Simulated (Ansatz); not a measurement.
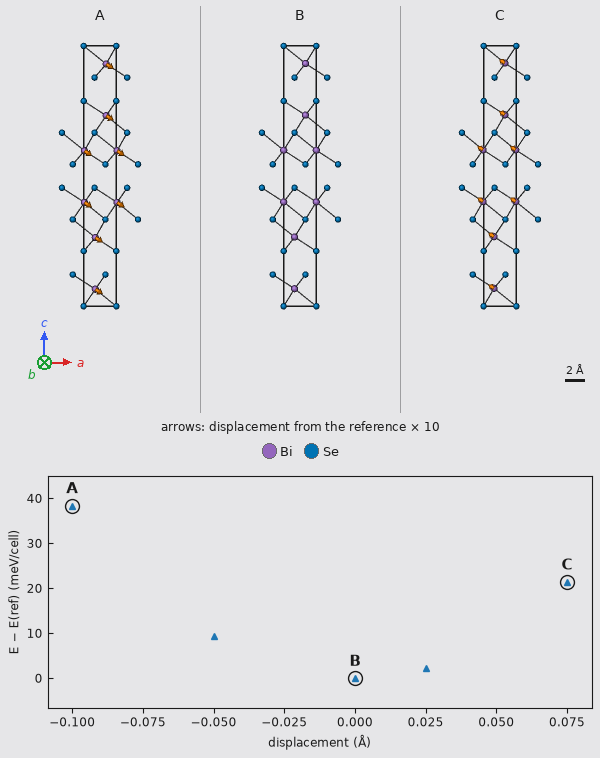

Energy scan for a crystal of Bi2Se3 (R-3m), in which the whole Bi sublattice is shifted rigidly, towards the nearest copy of atom 5 (Se) at 2.851 Å, all else fixed. The lettered frames are marked on the plot. The picture is a ball-and-stick view of the conventional cell (3 times the calculation's cell), seen along the b axis. Orange arrows: displacements from the reference. Lengths and directions refer to the drawn axes.

Level of theory: DFT PBE, scalar-relativistic, plane waves, PAW in Ansatz. Settings: plane-wave cutoff 420 eV; k-point mesh 12 × 12 × 12; occupations gaussian; smearing width 0.03 eV; no spin polarisation. Energies (free energies at the smearing named) are counted from the cell as listed in its source, which wasn't relaxed.

Q: Describe the profile.

A: Of the computed points the lowest is at the displacement 0.00 Å, 0.0 meV/cell. The end points stand at 38.4 meV/cell (−0.10 Å) and 21.4 meV/cell (0.075 Å). The curvature at zero is about 7.6 eV/Å² per cell. At the highest point the shortest interatomic distance is 2.75 Å, against 2.85 Å in the reference. The distortion takes the space group from R-3m to Cm.

The computed points:

```csv
displacement (Å),E − E(ref) (meV/cell)
−0.100,38.4
−0.050,9.5
0.000,0.0
0.025,2.4
0.075,21.4
```
